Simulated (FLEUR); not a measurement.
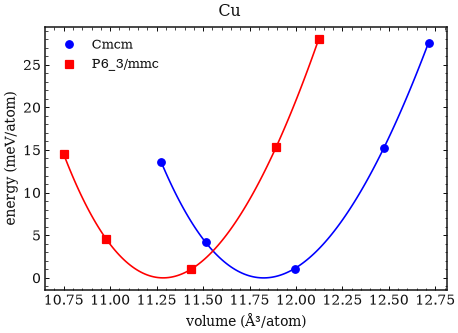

Plotted: energy against volume, with one curve for each structure, for Cu. Each energy curve has its own zero, so the curves don't rank the structures.

How it was computed, with FLEUR MaX-R8.1 (later development tree): all-electron LAPW DFT, no spin polarisation; energies at scaled volumes of the given cell, shape and fractions fixed, counted from the fit's minimum, third-order Birch-Murnaghan fit. Level: SCAN.

```
       setting         value
   occupations   Fermi–Dirac
smearing width       0.05 eV
    potentials  all electron
```

Settings that differ: Cmcm: k mesh 11×11×11; P6_3/mmc: k mesh 12×12×7.

**Order the curves by fitted equilibrium volume, smallest first.**

P6_3/mmc 11.285, Cmcm 11.826 Å³/atom.

**Order the curves by fitted bulk modulus, smallest first.**

Cmcm 153.6, P6_3/mmc 166.2 GPa.

Note: shape and atomic fractions are frozen while scaling, which makes layered, chain and framework solids too stiff.
